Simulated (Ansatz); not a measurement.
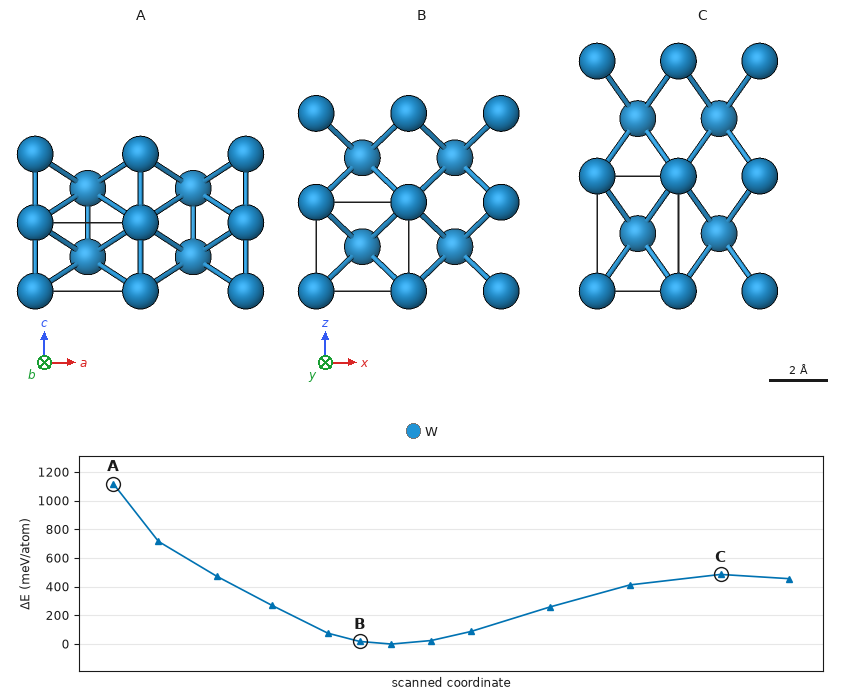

Frames of a one-coordinate scan of solid W (Im-3m). x, y and z are the Cartesian axes of the input. The picture is a ball-and-stick view of the conventional cell (2 times the calculation's cell), repeated 2 × 3 × 2 with one cell outlined, seen along the b axis. Lengths and directions refer to the drawn axes.

Theory: DFT PBE, scalar-relativistic, plane waves, PAW (Ansatz 0.2.0). Set-up: plane-wave cutoff 420 eV; k-point mesh 30 × 30 × 30; occupations gaussian; smearing width 0.15 eV; no spin polarisation. Energies (free energies at the smearing named) are counted from the relaxed crystal.

> Which coordinate changes from frame to frame?

The ratio of the cell's length along z to its lengths across, counted as 1 for the reference, is changed at fixed volume (a tetragonal or Bain path), with the atoms kept at their fractional coordinates. In the frames the relative ratio is 0.65 (A), 0.96 (B), 1.414 (C). The lowest computed point lies at the relative ratio 1.00 (0 meV/atom). A local maximum lies at 1.414 (486 meV/atom). At the ends of the scan the energy is 1120 meV/atom (0.65) and 456 meV/atom (1.50). The distortion takes the space group from Im-3m to I4/mmm, except for Fm-3m at 1.414. At the relative ratio 1.50 the cell of the drawing goes a 3.184 → 2.781 Å, b 3.184 → 2.781 Å, c 3.184 → 4.172 Å.
